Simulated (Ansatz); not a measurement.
## I: band-structure calculation

The run: band-structure calculation of I (I4/mmm, 1 atom in the cell). Method and program: DFT, PBEsol, PAW with Ansatz's default frozen-core files, scalar-relativistic, no spin polarisation (Ansatz 0.2.0).

The structure derives from a Materials Project entry. It belongs to a series of runs on one base structure; here: functional pbesol, PAW files. Figures and captions count atoms from 1; the log counts them from 0 in places.

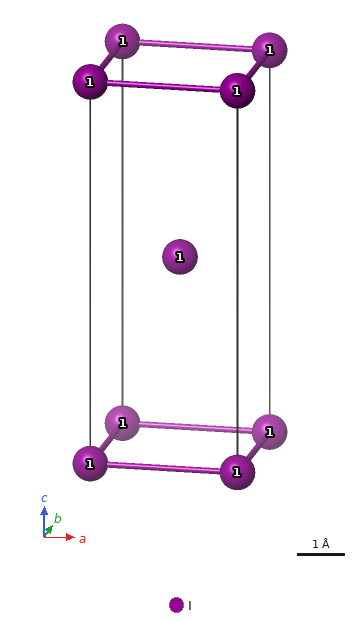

Fig. 1: The structure (ball-and-stick view of the cell 2 times as large as that of the calculation, set on its symmetry axes, seen slightly off an axis; atoms are numbered from 1 in the order of the input). Near neighbours in the crystal (not all of them lie inside the picture): I has 4 I at 3.23 Å.

**Results in brief**

| quantity | value |
| --- | --- |
| outcome | converged |
| space group (tolerance 0.01 Å) | I4/mmm (139) |
| electrons treated | 17 |
| free energy | −7432.1948 eV |
| Fermi energy | 4.671 eV |
| pressure | −1.41 GPa |
| field gradient V_zz (10²¹ V/m²) | I −81.36 |
| electronic character | metal |
| largest force (length of the vector) | under 0.001 eV/Å |
| hardware | 1 thread of Arm Neoverse V2, 24 GiB of memory available, shared host |
| wall time | 16 s |
| peak memory | 0.51 GiB |

**Notes**

The program warns: the field gradients leave out spin–orbit coupling. The cell holds an odd number of electrons but the run has no spin polarisation, so it comes out as a metal.

**Input file**
```yaml
crystal:
  lattice:
    - [-1.617456, 1.617456, 4.264808]
    - [1.617456, -1.617456, 4.264808]
    - [1.617456, 1.617456, -4.264808]
  atoms:
    - { symbol: I, position: [0.0, 0.0, 0.0] }
kpoints:
  mp_grid: { grid: [18, 18, 18] }
  band_path:
    path:
      - [0.0, 0.0, 0.0]
      - [0.0, 0.0, 0.5]
      - [0.25, 0.25, 0.25]
      - [0.0, 0.5, 0.0]
      - [0.0, 0.0, 0.0]
      - [0.5, 0.5, -0.5]
      - [0.2859588663, 0.7140411337, -0.2859588663]
      - [-0.2859588663, 0.2859588663, 0.2859588663]
      - [0.0, 0.0, 0.0]
    npoints: 5
scf:
  occupations: { method: fermi_dirac, width: 0.08 }
hamiltonian:
  xc: pbesol
  pseudopotentials: { kind: paw }
output:
  forces: true
  stress: true
  eigenvalues: true
  efg: { contact_densities: true }
```

Run as:
```bash
ansatz run input.yaml --threads 1 --pin off --max-ram 2048MiB --backend cpu --events-out ev --progress --plain --runs-dir out
```

**What the program printed**
```
basis.fft_grid_basis auto: the FFT boxes are laid along the combinations [[1, 0, 1], [0, 1, 1], [0, 0, 1]] of the cell's own vectors, 3.235, 3.235 and 4.840 Å long. The dense box has 24×24×36 points. Along the cell's own vectors, as sized, it would have 36×36×36, 2.25 times as many. Of the 16 symmetry operations that the crystal satisfies within crystal.symmetry.tolerance (time reversal apart; of a slab, those that keep its plane) the dense box along the cell's own vectors carries 16, and the one as laid loses 12 of those. basis.fft_grid_basis: typed keeps the cell's own vectors: state it where this run's energies or levels are differenced outside the engine with another run's, or held beside a run that keeps those vectors.
I: output.efg is read without spin–orbit coupling, which moves field gradients at and beside such atoms by some per cent and up to a factor of two; PAW files take it under magnetization.noncollinear and magnetization.spin_orbit
Engine: ansatz 0.2.0, aarch64-unknown-linux-gnu
Pseudopotentials: kind: paw
Pseudopotential: I, paw, valence charge 17, recommended cutoff 420 eV (normal), I.paw.azcp
Functional definition: PBEsol
  exchange = pbesol_x
  correlation = pbesol_c
Crystal: 1 atoms, lattice volume = 44.630 Å³
Basis set: ecut = 420 eV, 891 PW (Γ), FFT grids on a1+a3, a2+a3, a3, exchange–correlation on 48×48×72 points (8 copies of the dense FFT grid, shifted against one another)
Bands: 13, of which v1, the nominal top of the filled ones, is band 9 counted from 1 (8 counted from 0)
Symmetry: 16 space group operations
Space group: I4/mmm (ITA 139), of the structure as read, at distance tolerance 3.5e-5 Å
k-points: 480 of 5832
Non-local potential: I, projectors of the file, l = 0: 2, l = 1: 2, l = 2: 2, l = 3: 2
PAW form: soft (Blöchl's): semilocal exchange-correlation on the pseudo side does not see the compensation charge
PAW frozen core: I, regenerated for the run's functional, and the local potential with it (the file was generated under x = pbe(κ = 0.804, μ = 0.2195149727645171), c = pbe(β = 0.06672455060314922))
PAW one-centre angular grid: I, 590 points (default); XC on 64 Gauss nodes
Initial density: superposition of atomic densities (neutral atoms: chi_scale 0, normalization atom), corrected by the library's trained network
Initial wavefunctions: pseudopotential atomic-orbital guess
Functional: x = pbesol(κ = 0.804, μ = 0.12345679012345678), c = pbesol(β = 0.046)
SCF iter   1: F=—  HF=-7432.194974 eV  |F-HF|=—  |Δ(HF+E_count)|=         —  Δρ=1.26e-3  dr2=4.92e-4  ethr=1.77e-3  ⟨swp⟩=6.1  Hψ=41735  notcnv=0
preconditioner: auto → LDOS  [metal: Δε(μ)=0.019 eV  Ē_g=12.933 eV  σ=0.080 eV  W_gap=0.06  n_scr=10 (ndim 8)  ℏωp=14.7 eV  f_vac=0.192  D(μ)=0.62/eV (n_scr^D=2)  β→1.0]
SCF iter   2: F=—  HF=-7432.194803 eV  |F-HF|=—  |Δ(HF+E_count)|=   1.70e-4  Δρ=3.67e-4  dr2=7.49e-5  ethr=2.89e-6  ⟨swp⟩=2.1  Hψ=14824  notcnv=0
SCF iter   3: F=—  HF=-7432.194794 eV  |F-HF|=—  |Δ(HF+E_count)|=   9.60e-6  Δρ=1.72e-4  dr2=1.16e-5  ethr=4.41e-7  ⟨swp⟩=2.2  Hψ=10082  notcnv=0
SCF iter   4: F=—  HF=-7432.194788 eV  |F-HF|=—  |Δ(HF+E_count)|=   6.02e-6  Δρ=2.59e-5  dr2=2.93e-7  ethr=6.80e-8  ⟨swp⟩=2.0  Hψ=10128  notcnv=0
iter 5 did not close the SCF: its close was put off for the readings that it lacked (scf_convergence_deferred on its scf_iter line)
SCF iter   5: F=-7432.194788 eV  HF=-7432.194788 eV  |F-HF|=3.16e-8  |Δ(HF+E_count)|=   3.89e-8  Δρ=9.20e-6  dr2=2.76e-8  ethr=1.72e-9  ⟨swp⟩=2.0  Hψ=10144  notcnv=0
SCF iter   6: F=-7432.194788 eV  HF=-7432.194788 eV  |F-HF|=1.56e-9  |Δ(HF+E_count)|=   1.56e-8  Δρ=2.48e-6  dr2=2.04e-9  ethr=1.62e-10  ⟨swp⟩=3.6  Hψ=30314  notcnv=0
SCF 1 converged in 6 iterations: F = -7432.194788 eV  dr2 = 2.04e-9
  greatest PAW one-centre occupation: 0.999 electrons in one spin orbital (limit 2), on the I atom at site 0 (counted from 0), in its partial waves of l = 2
```

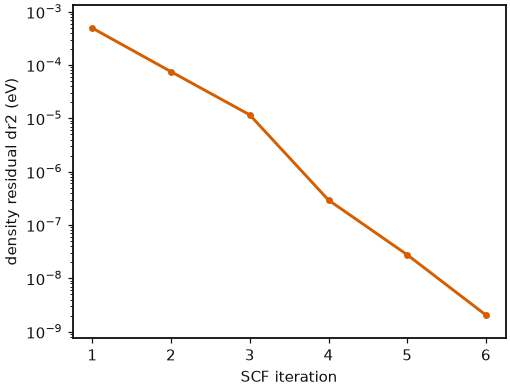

Fig. 2: Convergence of the self-consistent field: density residual dr2 against the SCF iteration. The residual falls at every step.

```
NSCF: frozen V_eff on 41 k-points
SCF converged after 6 iterations
Free energy (F): -7432.194788 eV
Harris-Foulkes:  -7432.194788 eV  (|F-HF|=1.56e-9)
Internal energy: -7432.182051 eV  (E = F + TS)
E sigma→0 (E₀):  -7432.188420 eV
Entropy (-TS):   -0.012736 eV (-12.736 meV/atom)
Fermi energy:    4.671206 eV
--- Per-component energies (eV) ---
  E_band       = -407.222455
  E_kinetic    = 188.364556
  E_local      = -2130.775517  (includes V_loc(G=0)·N_el)
  E_nonlocal   = -90.419549
  E_hartree    = 1083.288979
  E_xc         = -126.663397
  E_vxc        = -127.675850  (∫ρ·V_xc dr)
  E_paw        = -4734.424846  (= ΣΔE_a)
  E_vpaw       = -413.292258  (= ΣTr[D̂ρ^β])
  E_aug_tail   = 0.000018  (compensation charges beyond the density's cutoff)
  E_ewald      = -1621.964438
  E_core_change = 0.412142  (= ΣΔE_core)
  E_smearing   = -0.012736  (= −TS)
  E_closure    = -0.000000  (closes the sum)
  Σ components = -7432.194788   (vs F -7432.194788, Δ=0.00e0)
--- Forces (eV/Å), atoms counted from 1 ---
  atom   1  I      0.00000000     0.00000000     0.00000000
  max |Σ_I F_I| component: 7.89e-31 eV/Å
--- Stress (GPa, compression-positive) ---
       -1.862668       0.000000      -0.000000
        0.000000      -1.862668      -0.000000
        0.000000       0.000000      -0.503468
  P = ⅓ Tr σ = -1.4096 GPa (-14.096 kbar)
--- PAW observables at the nuclei: V_zz in 10²¹ V/m², potentials from the cell's mean, atoms counted from 1 ---
  atom   1  I  V_zz =   -81.357861   η = 0.0000   by run symmetry: allowed
            electrostatic potential = -8885.152888 V   contact ρ = 1601726.555286 e/Å³
--- Band table (eV; the first three rows and the last of 480) ---
  k-point 0: bands = ["-40.4851", "-40.4638", "-40.2623", "-40.2623", "-40.2043", "-9.0073", "2.4753", "5.5866", "5.5866", "8.8528", "12.1902", "12.6972", "17.0662"]
  k-point 1: bands = ["-40.4839", "-40.4641", "-40.2625", "-40.2625", "-40.2039", "-8.9465", "2.5265", "5.2935", "5.2999", "8.9714", "12.6219", "13.0961", "15.9141"]
  k-point 2: bands = ["-40.4806", "-40.4652", "-40.2630", "-40.2630", "-40.2027", "-8.7670", "2.6754", "4.5981", "4.6120", "9.2756", "13.7423", "14.1196", "14.7670"]
  k-point 479: bands = ["-40.4851", "-40.4638", "-40.2623", "-40.2623", "-40.2043", "-8.8846", "1.0604", "5.4803", "5.4803", "11.8692", "12.1203", "13.8941", "17.2779"]
```

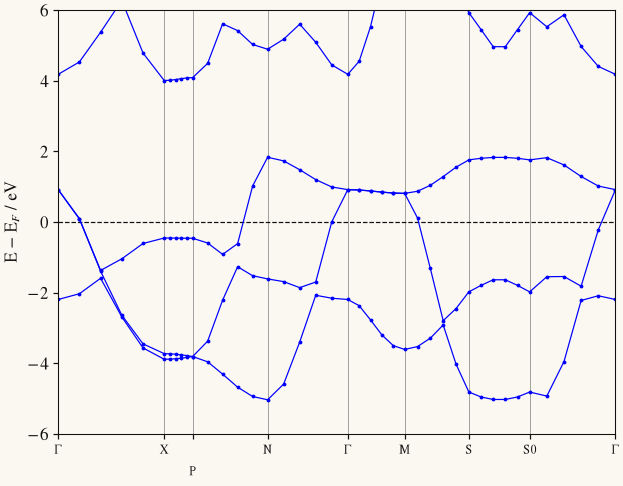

Fig. 3: Band structure along Γ–X–P–N–Γ–M–S–S0–Γ, with energies from the Fermi level. Bands cross the Fermi level: a metal at this level of theory.
